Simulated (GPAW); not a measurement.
## Se K-edge XANES of zinc-blende (ZnSe)₁₋ₓ(CdSe)ₓ at x = 0.125

Aim: the Se K edge in zinc-blende (ZnSe)₁₋ₓ(CdSe)ₓ at x = 0.125, one member of a composition series.

Method: X-ray absorption from dipole matrix elements to empty bands, plane-wave PAW revPBE, in GPAW 26.7.0.

## (1) Starting point

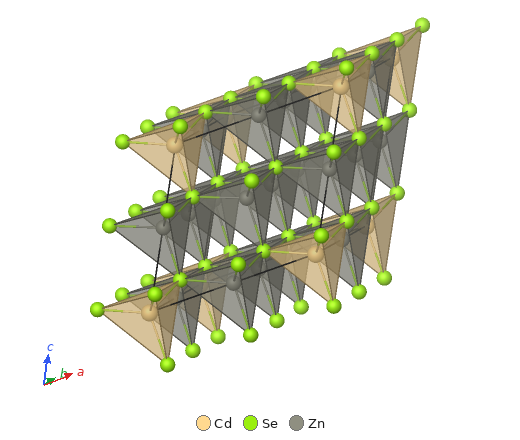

The cell as given, slightly off an axis (cadmium orange, selenium green, zinc grey). Some periodic images of atoms are drawn too.

The cell holds 16 atoms: 1 Cd, 8 Se and 7 Zn. Its edges and angles: a = 8.083 Å, b = 8.083 Å, c = 8.083 Å, α = 60.0°, β = 60.0°, γ = 60.0°. 16-atom zinc-blende cell, 1 of 8 Zn sites taken by Cd at random, lattice constants typed for the ends and interpolated (Vegard).

## (2) Relaxation

The cell was built by hand, so its atoms are relaxed first: near-edge features follow bond lengths closely.

relax.py reads:

```python
import numpy as np
from ase import Atoms
from ase.parallel import parprint, paropen
from gpaw import GPAW, PW, FermiDirac, Mixer, MixerDif, setup_paths
from ase.optimize import BFGS

atoms = Atoms('CdSeZnSeZnSeZnSeZnSeZnSeZnSeZnSe',
    cell=[[0, 5.71575, 5.71575],
     [5.71575, 0, 5.71575],
     [5.71575, 5.71575, 0]],
    scaled_positions=[[0.99585, 0.999409, 0.996391],
     [0.124045, 0.125929, 0.127802],
     [0.001857, 0.999439, 0.502208],
     [0.123367, 0.12571, 0.622321],
     [0.002114, 0.499534, 0.998803],
     [0.123669, 0.624049, 0.12564],
     [0.001976, 0.499493, 0.501275],
     [0.124543, 0.621337, 0.623922],
     [0.500871, 0.999239, 0.998224],
     [0.625679, 0.125567, 0.124547],
     [0.500882, 0.005522, 0.503356],
     [0.621964, 0.127461, 0.624876],
     [0.501, 0.498749, 0.998525],
     [0.622464, 0.62822, 0.128805],
     [0.501589, 0.499004, 0.501982],
     [0.628353, 0.626012, 0.624997]],
    pbc=True)
atoms.calc = GPAW(legacy_gpaw=True, mode=PW(400, force_complex_dtype=True), xc='revPBE', setups={},
    kpts={'size': (3, 3, 3), 'gamma': True}, occupations=FermiDirac(0.08),
    charge=0, mixer=Mixer(0.1, 5, 50), maxiter=150,
    convergence={'density': 0.0001, 'eigenstates': 1e-6}, txt='relax.txt')
steps = []
opt = BFGS(atoms, logfile='-')
opt.attach(lambda: steps.append([atoms.get_potential_energy(), float(np.linalg.norm(atoms.get_forces(), axis=1).max())]))
done = opt.run(fmax=0.05, steps=30)
out = dict(done=bool(done), steps=steps, frac=atoms.get_scaled_positions().tolist())
import json
with paropen('out.json', 'w') as f:
    json.dump(out, f)
```

The run is started by

```bash
> OMP_NUM_THREADS=1 mpirun -n 4 gpaw python relax.py
```

Numbers of over 12 decimals in the logs are rounded to 6 here.

The log of the run:

```text
Input parameters:
  convergence: {density: 0.0001,
                eigenstates: 1e-06}
  kpts: {gamma: True,
         size: (3, 3, 3)}
  maxiter: 150
  mixer: {backend: pulay,
          beta: 0.1,
          method: separate,
          nmaxold: 5,
          weight: 50}
  mode: {ecut: 400.0,
         force_complex_dtype: True,
         name: pw}
  occupations: {fixmagmom: False,
                name: fermi-dirac,
[...]
14 Zn   -0.01951   -0.01076   -0.00281
 15 Se   -0.01689   -0.00312   -0.02344
Step     Time          Energy          fmax
BFGS:    0 02:10:10      -42.544093        1.806252
BFGS:    1 02:10:46      -42.665110        1.356962
BFGS:    2 02:11:41      -42.871120        0.212127
BFGS:    3 02:12:18      -42.876950        0.128332
BFGS:    4 02:12:46      -42.878910        0.101734
BFGS:    5 02:13:22      -42.881587        0.058178
BFGS:    6 02:13:55      -42.882346        0.029064
[key lines of the parts left out:]
Converged after 7 iterations.
Dipole moment: (-25.059220, -24.822329, -25.114853) |e|*Ang
Free energy:    -42.882346
Fermi level: 4.66778
```

It took 4.9 min on 4 MPI ranks of Arm Neoverse V2, shared host; peak memory 0.39 GiB.

In 6 steps the energy fell by 338 meV (energies extrapolated to zero smearing) and the largest force to 0.029 eV/Å. Atom 10 (Se; the text counts from 1, the script from 0) is among those that moved most, by 0.13 Å.

## (3) Ground state of the crystal

The ground state comes first: it tells whether the system has a gap, which decides how the excited electron is treated.

scf.py reads:

```python
import numpy as np
from ase import Atoms
from ase.parallel import parprint, paropen
from gpaw import GPAW, PW, FermiDirac, Mixer, MixerDif, setup_paths
from gpaw.test import gen
setup_paths.insert(0, '.')
gen('Se', name='nch1s', xcname='revPBE', corehole=(1, 0, 0), write_xml=True)
from gpaw.mpi import world
world.barrier()

atoms = Atoms('CdSeZnSeZnSeZnSeZnSeZnSeZnSeZnSe',
    cell=[[0, 5.71575, 5.71575],
     [5.71575, 0, 5.71575],
     [5.71575, 5.71575, 0]],
    scaled_positions=[[0.998733, 0.9998116, 0.9987116],
     [0.1293452, 0.1298804, 0.1309405],
     [0.99982, 0.9976163, 0.501104],
     [0.1313244, 0.1307985, 0.60668],
     [0.998929, 0.5001104, 0.999555],
     [0.1311456, 0.6074062, 0.1302363],
     [0.9997735, 0.5007282, 0.5002843],
     [0.1254681, 0.6241659, 0.6254988],
     [0.4993076, 0.9995833, 0.0000668],
     [0.6065737, 0.1311915, 0.1315297],
     [0.5011971, 0.001574, 0.5016988],
     [0.6258622, 0.1261217, 0.6260461],
     [0.5014368, 0.5013708, 0.9991112],
     [0.6248805, 0.6253321, 0.1257235],
     [0.5006298, 0.5016313, 0.5012777],
     [0.6257989, 0.6273278, 0.6251663]],
    pbc=True)
atoms.calc = calc = GPAW(legacy_gpaw=True, mode=PW(400, force_complex_dtype=True), xc='revPBE', setups={1: 'nch1s'},
    kpts={'size': (3, 3, 3), 'gamma': True}, occupations=FermiDirac(0.05),
    charge=0, mixer=Mixer(0.1, 5, 50), maxiter=150,
    convergence={'density': 0.0001, 'eigenstates': 1e-6}, txt='scf.txt')
energy = atoms.get_potential_energy() + calc.get_reference_energy()
ef = calc.get_fermi_level()
out = dict(energy=energy, fermi=ef, forces=atoms.get_forces().tolist())
parprint(f'all-electron energy {energy:.4f} eV, Fermi level {ef:.4f} eV')
ev = np.array([[calc.get_eigenvalues(k, s) for k in range(len(calc.get_ibz_k_points()))] for s in range(calc.get_number_of_spins())])
out['homo'], out['lumo'], out['counts'] = ev[ev < ef].max(), ev[ev > ef].min(), sorted(set((ev < ef).sum((0, 2)).tolist()))
out['filled'] = (ev[:, 0] < ef).sum(1).tolist()
import json
with paropen('out.json', 'w') as f:
    json.dump(out, f)
```

The run is started by

```bash
> OMP_NUM_THREADS=1 mpirun -n 4 gpaw python scf.py
```

The log of the run:

```text
Input parameters:
  convergence: {density: 0.0001,
                eigenstates: 1e-06}
  kpts: {gamma: True,
         size: (3, 3, 3)}
  maxiter: 150
  mixer: {backend: pulay,
          beta: 0.1,
          method: separate,
          nmaxold: 5,
          weight: 50}
  mode: {ecut: 400.0,
         force_complex_dtype: True,
         name: pw}
  occupations: {fixmagmom: False,
                name: fermi-dirac,
                width: 0.05}
  setups: {1: nch1s}
  xc: revPBE

Initialize ...

[... PAW data sets ...]

Reference energy: -1023102.797726  # eV

Spin-paired calculation

[... convergence settings ...]
Symmetries present (total): 1
  [... symmetry matrices ...]

27 k-points: 3 x 3 x 3 Monkhorst-Pack grid
14 k-points in the irreducible part of the Brillouin zone
       k-points in crystal coordinates                weights
   0:     0.00000000    0.00000000    0.00000000          1/27
   1:     0.00000000    0.00000000    0.33333333          2/27
   2:     0.00000000    0.33333333   -0.33333333          2/27
   3:     0.00000000    0.33333333    0.00000000          2/27
   4:     0.00000000    0.33333333    0.33333333          2/27
   5:     0.33333333   -0.33333333   -0.33333333          2/27
   6:     0.33333333   -0.33333333    0.00000000          2/27
   7:     0.33333333   -0.33333333    0.33333333          2/27
   8:     0.33333333    0.00000000   -0.33333333          2/27
   9:     0.33333333    0.00000000    0.00000000          2/27
          ...
  13:     0.33333333    0.33333333    0.33333333          2/27

Wave functions: Plane wave expansion
  Cutoff energy: 400.000 eV
  Number of coefficients (min, max): 6765, 6855
  Pulay-stress correction: 0.000000 eV/Ang^3 (de/decut=0.000000)
  Using FFTW library
  Wavefunction extrapolation:
    Improved wavefunction reuse through dual PAW basis

Occupation numbers: Fermi-Dirac:
  width: 0.0500  # eV

Eigensolver
   Davidson(niter=2)

Densities:
  Coarse grid: 40*40*40 grid
  Fine grid: 80*80*80 grid
  Total Charge: 0.000000

Density mixing:
  Method: separate
  Backend: pulay
  Linear mixing parameter: 0.1
  old densities: 5
  Width of damping distribution: 1.1
  Damping of long wavelength oscillations: 50

[... Hamiltonian set-up ...]
Number of atoms: 16
Number of atomic orbitals: 104
Number of bands in calculation: 91
Number of valence electrons: 144
Bands to converge: occupied

... initialized

Initializing position-dependent things.

Density initialized from atomic densities
Creating initial wave functions:
  91 bands from LCAO basis set

                                      Cd

                             Zn
                               Zn

                      Zn

                         Se
                  Zn         Zn
                Se  Zn
                  Se

         Se            Se
             Zn
              Se
                Se

       Se

Atomic positions and initial magnetic moments

Positions:
   0 Cd    11.423059   11.416894   11.423181    ( 0.0000,  0.0000,  0.0000)
   1 Se     1.490787    1.487728    1.481669    ( 0.0000,  0.0000,  0.0000)
   2 Zn     8.566311    8.578906   11.416847    ( 0.0000,  0.0000,  0.0000)
   3 Se     4.215243    4.218249    1.498229    ( 0.0000,  0.0000,  0.0000)
   4 Zn     8.571713   11.422835    8.568134    ( 0.0000,  0.0000,  0.0000)
   5 Se     4.216180    1.493994    4.221377    ( 0.0000,  0.0000,  0.0000)
   6 Zn     5.721537    8.573955    8.576493    ( 0.0000,  0.0000,  0.0000)
[...]
13 Se     4.292846    4.290265    7.145903    ( 0.0000,  0.0000,  0.0000)
  14 Zn     5.732377    5.726653    5.728674    ( 0.0000,  0.0000,  0.0000)
  15 Se     7.158943    7.150204    7.162559    ( 0.0000,  0.0000,  0.0000)

Unit cell:
           periodic     x           y           z      points  spacing
  1. axis:    yes    0.000000    5.715750    5.715750    40     0.1650
  2. axis:    yes    5.715750    0.000000    5.715750    40     0.1650
  3. axis:    yes    5.715750    5.715750    0.000000    40     0.1650

  Lengths:   8.083291   8.083291   8.083291
  Angles:   60.000000  60.000000  60.000000

Effective grid spacing dv^(1/3) = 0.1800

iter:   1   -43.815953
iter:   2   -43.840280   -0.49  -1.21
iter:   3   -42.815456   -1.17  -1.28
iter:   4   -42.932282   -1.78  -1.61
iter:   5   -43.270554   -1.48  -1.69
iter:   6   -42.934029   -2.51  -2.16
iter:   7   -42.920289   -1.94  -2.47
iter:   8   -42.881252c  -3.18  -2.77
iter:   9   -42.881433c  -4.10  -3.23
iter:  10   -42.881361c  -4.72  -3.30
iter:  11   -42.881417c  -5.01  -3.37
iter:  12   -42.881475c  -5.32  -3.60
iter:  13   -42.881598c  -5.11  -3.80
iter:  14   -42.881480c  -5.94  -3.91
iter:  15   -42.881465c  -6.28c -4.02c

Converged after 15 iterations.

Dipole moment: (-25.062951, -24.826130, -25.118835) |e|*Ang

Energy contributions relative to reference atoms: (reference = -1023102.797726)

Kinetic:       +125.362954
Potential:     -107.096610
External:        +0.000000
XC:             -60.636352
Entropy (-ST):   -0.000001
Local:           -0.511457
SIC:             +0.000000
--------------------------
Free energy:    -42.881465
Extrapolated:   -42.881465

Showing only first 2 kpts
 Kpt  Band  Eigenvalues  Occupancy
  0    70      3.97800    2.00000
  0    71      3.97875    2.00000
  0    72      5.24390    0.00001
  0    73      6.53111    0.00000

  1    70      3.74953    2.00000
  1    71      3.75123    2.00000
  1    72      6.45631    0.00000
  1    73      6.70737    0.00000

Fermi level: 4.63970

Gap: 1.265 eV
Transition (v -> c):
  (s=0, k=0, n=71, [0.00, 0.00, 0.00]) -> (s=0, k=0, n=72, [0.00, 0.00, 0.00])
No difference between direct/indirect transitions

Forces in eV/Ang:
  0 Cd    0.00923    0.01383    0.00053
  1 Se   -0.00983   -0.00993   -0.00073
  2 Zn    0.00589   -0.00549   -0.00990
  3 Se    0.01607    0.00838   -0.00922
  4 Zn    0.00515   -0.01929   -0.00106
  5 Se    0.01062   -0.00730    0.01062
  6 Zn    0.02897    0.00080    0.00870
[...]
13 Se    0.00650    0.00062    0.00129
 14 Zn   -0.01929   -0.01095   -0.00279
 15 Se   -0.01089    0.00141   -0.01722
Scalar-relativistic atomic revPBE calculation for Se (Selenium, Z=34)
Core hole in 1s state (1s occupation: 2.0)
600 radial gridpoints.
|------------------------------------------------|
|------------------------------------------------|
[... the atom generator's iteration count ...]

Energy contributions:
-------------------------
Kinetic:    +2477.971916
XC:           -87.964052
Potential:  -4819.436766
-------------------------
Total:      -2429.428902

state      eigenvalue         ekin         rmax
-----------------------------------------------
1s^2.0 :  -459.271306   587.321016        0.029
2s^2.0 :   -59.039756   114.360491        0.164
2p^6.0 :   -51.947080   111.146233        0.132
3s^2.0 :    -7.844713    26.896934        0.502
3p^6.0 :    -5.622153    24.298796        0.500
3d^10.0:    -1.950171    19.203184        0.453
4s^2.0 :    -0.632740     3.600676        1.515
4p^4.0 :    -0.237876     2.227917        1.813
-----------------------------------------------
(units: Bohr and Hartree)

Generating PAW setup
Kinetic energy of the core from tauc = 2492.509997644636
Cutoffs:
rc(s)=1.600
rc(p)=1.900
rc(d)=1.600
rc(vbar)=1.440
rc(comp)=1.600
rc(nct)=1.900

Kinetic energy of the core states: 2461.858897
Charge: 0.0
Core electrons: 28.0
Valence electrons: 6.0
Pseudo-core charge: 1.075173
Shape function alpha=3.906
Pseudo-electron charge 7.361945
state    eigenvalue         norm
--------------------------------
4s(2) :    -0.632740     1.089437
*s    :     0.367260
4p(4) :    -0.237876     1.026974
*p    :     0.762124
*d    :     0.000000
--------------------------------

Diagonalizing with gridspacing h=0.050

state   all-electron     PAW
-------------------------------
4s:      -0.632740    -0.633239
4p:      -0.237876    -0.238247
*d:                    0.036915
*f:                    0.071179
-------------------------------
all-electron energy -1023145.6792 eV, Fermi level 4.6397 eV
```

It took 75 s on 4 MPI ranks; peak memory 0.38 GiB; 5 min of CPU time.

The mesh shows a gap of 1.27 eV. The excited electron is kept all the same, so that all members of the series, with or without a gap, are treated alike.

## (4) Cell without a hole, the energy reference

The photon energy needs a difference of total energies, so the cell and mesh of the coming hole run are first run without a hole.

Changes to scf.py since step 3:

```diff
@@ -32,3 +32,3 @@
 atoms.calc = calc = GPAW(legacy_gpaw=True, mode=PW(400, force_complex_dtype=True), xc='revPBE', setups={1: 'nch1s'},
-    kpts={'size': (3, 3, 3), 'gamma': True}, occupations=FermiDirac(0.05),
+    kpts={'size': (3, 3, 3), 'gamma': True}, occupations=FermiDirac(0.02),
     charge=0, mixer=Mixer(0.1, 5, 50), maxiter=150,
```

The log of the run:

```text
Input parameters:
  convergence: {density: 0.0001,
                eigenstates: 1e-06}
  kpts: {gamma: True,
         size: (3, 3, 3)}
  maxiter: 150
  mixer: {backend: pulay,
          beta: 0.1,
          method: separate,
          nmaxold: 5,
          weight: 50}
  mode: {ecut: 400.0,
         force_complex_dtype: True,
         name: pw}
  occupations: {fixmagmom: False,
                name: fermi-dirac,
[...]
4s(2) :    -0.632740     1.089437
*s    :     0.367260
4p(4) :    -0.237876     1.026974
*p    :     0.762124
*d    :     0.000000
--------------------------------

Diagonalizing with gridspacing h=0.050

state   all-electron     PAW
-------------------------------
4s:      -0.632740    -0.633239
4p:      -0.237876    -0.238247
*d:                    0.036915
*f:                    0.071179
-------------------------------
all-electron energy -1023145.6792 eV, Fermi level 4.4182 eV
[key lines of the parts left out:]
Converged after 15 iterations.
Dipole moment: (-25.062951, -24.826130, -25.118835) |e|*Ang
Free energy:    -42.881465
Fermi level: 4.41819
```

Wall time 75 s (4 MPI ranks); peak memory 0.38 GiB.

Reference energy: -1023145.679 eV with the cores included.

(Continued in part 2 of 2.)

[Banner, clock and machine lines of the logs are left out without a mark of their own.]

[Logs are printed without paths, hosts, clocks, repeated set-up lines and the standing remarks that a program may print on its own settings, such as how far it seeks lower states.]

[Hosts, paths, dates, database ids (printed as entryN), source tags and the programs' standing remarks are cut or masked in the printed files.]

[Lists of maxima count a maximum above −3 eV only where it reaches 4 % of the highest in the window and stands out from its surroundings by 2 % of it (1.5 % where it reaches 55 %); shoulders and weaker maxima are passed over, and of the rest the first, up to two pre-edge ones and the few strongest are named.]
